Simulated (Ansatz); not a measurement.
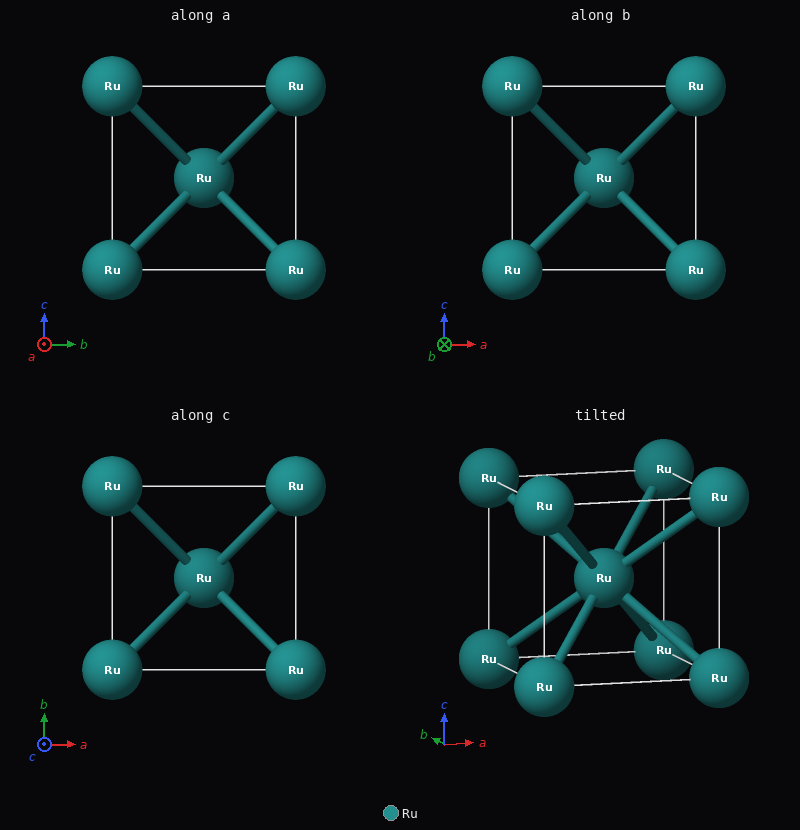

A ball-and-stick rendering, viewed along the a axis, along the b axis, along the c axis and slightly off an axis. The conventional unit cell is drawn as a box.

Lattice parameters: a = 3.105 Å, b = 3.105 Å, c = 3.105 Å, α = 90.00°, β = 90.00°, γ = 90.00°.

Convert the drawing into a table of Wyckoff sites.

Space group Im-3m (No. 229).
```tsv
atom	site	x	y	z
Ru	2a	0.0000	0.0000	0.0000
```

The cell started as a structure type filled with this element by a generator (whether the element takes this form wasn't checked). Relaxation method: Ansatz 0.2.0, DFT, BLYP, plane waves (420 eV) with PAW, scalar-relativistic.
